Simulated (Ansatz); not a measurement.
# How the gap and the level of V_O in Al2O3 (R-3c) follow the exchange fraction, part 2 of 2

Question: how much does the share of exact exchange change the (+1/0) level of V_O in Al2O3 (R-3c), and what does each choice cost? Model: a cell of 80 host atoms with 1 O taken out.

Ansatz 0.2.0; plane-wave PAW DFT; relaxations with PBEsol, then single points with PBEsol and PBE0 form with several shares of exact exchange, on supercells at fixed charge in a uniform background.

So far: The starting structure; Relaxing both charge states, PBEsol.

## (3) First setting: 0 (PBEsol)

Exact exchange opens the gap of the host. A level of a localised state need not follow either band edge, so its distance to each edge changes. The single points sample the zone centre alone.

The input, qp1_M1.a0/input.yaml:

```yaml
crystal:
  checkpoint: "../qp1_M1.relax.run"
  host: checkpoint
total_charge: 1
basis:
  ecutwfc: 420
  xc_grid: 2
hamiltonian:
  xc: pbesol
  pseudopotentials: { kind: paw, azcp: { folder: soft_1 }, xc_functional: pbe }
kpoints:
  mp_grid: { grid: [1, 1, 1] }
magnetization:
  spin_polarized: true
  initial_magnetization: 1
  spin_locking: { lock_magnetization: hard }
scf:
  occupations: { method: fixed }
  max_iter: 100
output:
  forces: true
  charged_corrections:
    epsilon: [3.29, 3.29, 3.26]
    static_epsilon: [9.66, 9.66, 11.75]
    defect_position: [0.625, 0.277916, 0.472084]
  eigenvalues: true
  eigenstates: { localisation: true }
  efg: {}
checkpoint:
  read: "../qp1_M1.relax.run"
  write: "../qp1_M1.a0.run"
  compress: false
  write_wavefunctions: false
  write_every: 100000
```

The run is started by

```bash
> ansatz run input.yaml --threads 32 --pin off --max-ram 84787MiB --backend cuda --events-out ev --progress --plain --runs-dir out --max-vram 78GiB
```

Numbers of over 12 decimals in the logs are rounded to 6 here.

The log of the run:

```text
[...]
crystal.checkpoint: the structure is that of <dir>, a `relax` run, at its step 5: its result, under pbesol at a charge of 1 e; 79 atoms read, 0 with a starting moment; crystal.structure_sha256 for this input is
[...]
device memory: the entry about to start is reckoned to put 5.4 GiB on a device that reports 180.7 GiB free (of which the cap on the GPU budget leaves the run 78.0 GiB)
GPU FFT provider: cuFFT
GPU libraries: cuBLAS 13.8.1, cuFFT 12.4.0, cuSOLVER 12.3.2
GPU matrix products: emulated (plane waves: as basis.precision tells), large ones in fixed point in workspaces of 1.00 GiB
Crystal: 79 atoms, lattice volume = 684.717 Å³
Basis set: ecut = 420 eV, 13355 PW (Γ), exchange–correlation on 144×144×144 points (8 copies of the dense FFT grid, shifted against one another)
Bands: 268, of which v1, the nominal top of the filled ones, is band 189 counted from 1 (188 counted from 0)
Symmetry: 1 space group operations
[...]
k-points: 1
[...]
Starting moments: Σ|m| = 1 μB on 79 of 79 sites; this step starts from the density that it was given
[...]
GPU buffer pool allocated for 373248 grid points (all kernels)
GPU transforms: local potential and band sums: pruned to the plane-wave sphere, on 72×72×72
[...]
SCF iter   7: F=-43275.978231 eV  HF=-43275.978231 eV  |Δ(HF+E_count)|=   1.32e-8  Δρ=5.22e-7 (↑4.86e-7 ↓5.22e-7)  dr2=4.33e-9  dr2_m=1.01e-10  M=1.000 μB ∫|m|=1.034 μB  Hψ=1196
SCF 1 converged in 7 iterations: F = -43275.978231 eV  dr2 = 4.33e-9
[...]
SCF converged after 7 iterations
Stability checked in part: among states of this total moment the steps that led to this state did not find it unstable. No probe was made; neither looks for a lower state of another moment (fixed_total_moment; see scf.lower_state_search)
Magnetization: 1.0000 μB (189.0000 up, 188.0000 down)
Absolute magnetization: 1.0372 μB (∫|ρ↑−ρ↓|, with the PAW one-centre terms)
[...]
Per-site moments (μB) at R_I (Å): [(0.000398607, 0.761848), (0.019382, 0.760179), (0.00024199, 0.765724), [... 6 left out ...]
Free energy (F): -43275.978231 eV
[...]
Internal energy: -43275.978231 eV  (E = F + TS)
E sigma→0 (E₀):  -43275.978231 eV
Fermi energy:    9.730360 (↑ 9.730360, ↓ 7.371645) eV
[...]
--- Forces (eV/Å), atoms counted from 1 ---
  atom   1  Al    -0.00117325     0.00094739    -0.00954128
  atom   2  Al    -0.03427278    -0.00602126    -0.01794767
  [... 4 atoms left out ...]
  [... 73 more lines of this table ...]
  max |Σ_I F_I| component: 6.37e-6 eV/Å
--- PAW observables at the nuclei: V_zz in 10²¹ V/m², potentials from the cell's mean, atoms counted from 1 ---
  [... 2 lines on atoms farther from the defect left out ...]
  atom   2  Al V_zz =    +2.316388   η = 0.2771   by run symmetry: allowed
            electrostatic potential = -1231.124264 V   contact ρ = 10082.583304 e/Å³   contact ρ_s (e/Å³): all electrons +0.995064, valence +1.017566
  [...]
F Makov-Payne    = n/a  (the rows are of the electrons' constant alone; ansatz place-levels tells what screens the charge)
[...]
--- Band table (eV) ---
[...]
```

The job ended after 3 s (1 × NVIDIA GB200 with 32 threads of Arm Neoverse V2, shared host; peak memory 1.3 GiB).

Both charges and the host at this setting go to place-levels, which corrects for the image charge and aligns the potentials.

The input, levels.a0.yaml:

```yaml
host:
  run: host.a0.run
states: [q0.a0.run, qp1_M1.a0.run]
geometry_from:
  q0.a0.run: q0.relax.run
  qp1_M1.a0.run: qp1_M1.relax.run
  host.a0.run: host.relax.run
chemical_potentials:
  O:
    energy: -558.291301
    dataset: <sha256 of the dataset>
```

The run is started by

```bash
> ansatz place-levels levels.a0.yaml -- --threads 32 --pin off --max-ram 84787MiB --backend cuda --max-vram 78GiB
```

The log of the run:

```text
(+1/0) 2.692 eV above the valence edge, 3.343 eV under the conduction edge
formation energy of charge +1: +4.035 eV with the Fermi level at the valence edge
formation energy of charge 0: +6.727 eV with the Fermi level at the valence edge
  edges by pbesol, gap 6.035 eV; the host is sampled to repeats of 9.55 Å
  the defect's cells are sampled to repeats of 9.55 Å, like sampling
  charge +1: -43275.8829 eV with its correction of +0.095 eV, at epsilon [9.66, 9.66, 11.75], aligned at sites: -0.1335 eV, mean over 29 atomic sites at or beyond 4.77 Å from the defect at [0.6250, 0.2779, 0.4721], with +0.000000 for the charge's moments and [...]
  charge 0: +0.000 eV for its dipole among its images, +0.002 omitted
  of states[1] (qp1_M1.a0.run): how wide its charge is, is not read beside other atoms or cores, and a band state would take no correction. [...]
  of states[0] (q0.a0.run): its only k-point is the zone centre, where a defect's energies can be off by tenths of an eV or more: see "From the zone centre to a mesh" in the quickstart
```

Wall time 0.12 s (32 threads).

At this setting the gap is 6.035 eV and (+1/0) lies 2.692 eV above the valence top.

## (4) The other settings

From the second setting on only the share changes; the first is PBEsol, whose semilocal part differs from that of the hybrids. The next input; the others follow the same pattern (0.2, 0.25, 0.3 and 0.4):

qp1_M1.a10/input.yaml, as its differences from qp1_M1.a0/input.yaml of step 3:

```diff
@@ -8,4 +8,4 @@
 hamiltonian:
-  xc: pbesol
-  pseudopotentials: { kind: paw, azcp: { folder: soft_1 }, xc_functional: pbe }
+  xc: { preset: pbe0, exx: 0.1 }
+  pseudopotentials: { kind: paw, azcp: { folder: soft_1 } }
 kpoints:
@@ -30,3 +30,3 @@
   read: "../qp1_M1.relax.run"
-  write: "../qp1_M1.a0.run"
+  write: "../qp1_M1.a10.run"
   compress: false
```

## (5) Result against cost

Times of the states on 1 × NVIDIA GB200 with 32 threads of Arm Neoverse V2, shared host; the host is run again at each setting:

```
share of exact exchange  gap (eV)  (+1/0) above the valence top (eV)  under the conduction bottom (eV)  time, both charge states  time, host and placing  peak memory of a state (GiB)
             0 (PBEsol)     6.035                              2.692                             3.343                     4.2 s                   1.8 s                           1.3
                    0.1     7.186                              3.355                             3.831                      12 s                    14 s                           1.6
                    0.2     8.248                              4.029                             4.219                      15 s                    20 s                           2.0
                   0.25     8.784                              4.368                             4.416                      15 s                    25 s                           2.0
                    0.3     9.323                              4.709                             4.614                      14 s                    24 s                           2.0
                    0.4    10.409                              5.395                             5.014                      15 s                    19 s                           1.9
```

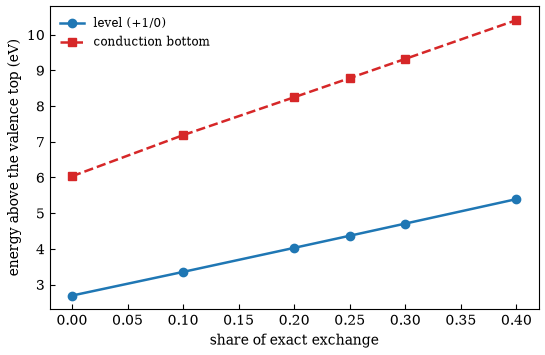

The level against the share of exact exchange.

## (6) What came out

```yaml
plus_1_over_0_level_0_pbesol: 2.69 eV
plus_1_over_0_level_0p1: 3.36 eV
plus_1_over_0_level_0p2: 4.03 eV
plus_1_over_0_level_0p25: 4.37 eV
plus_1_over_0_level_0p3: 4.71 eV
plus_1_over_0_level_0p4: 5.39 eV
slope_of_the_gap_among_the_hybrids: 1.07 eV per 0.1 of exact exchange
```

**Reading.** From a share of 0 (PBEsol) to 0.4 the gap opens from 6.03 to 10.41 eV and (+1/0) moves from 2.69 to 5.39 eV above the valence top. Among the hybrids, by fitted slopes, the level takes 63 % of the gap's opening, between the two edges, as a localised state does. The atoms were held at the semilocal structure, so a distortion that exact exchange would bring is missing. The program warns that hybrid band edges depend on the exchange mesh, which was not varied here; the gaps and slopes may carry that error. Only the charges 0 and +1 were run, each from one start, so (+1/0) need not be a change between stable states. What this leaves open: sampling at the zone centre alone can move energies of charged and open-shell states by tenths of an eV or more in cells of this size; the structures are those of PBEsol; force components of up to 0.32 eV/Å remain in a run at the final settings.

[Logs are printed without paths, hosts, clocks, repeated set-up lines and the standing remarks that a program may print on its own settings, such as how far it seeks lower states.]

[Hosts, paths, dates, database ids (printed as entryN), source tags and the programs' standing remarks are cut or masked in the printed files.]

[Where a table of states has a column of steps, it counts the stored structures, which are thinned; the runs took as many ionic steps or more.]

[For some hosts the program warned that the k-mesh of the response run may be too coarse for force constants and the static dielectric constant; such warnings are not shown here.]
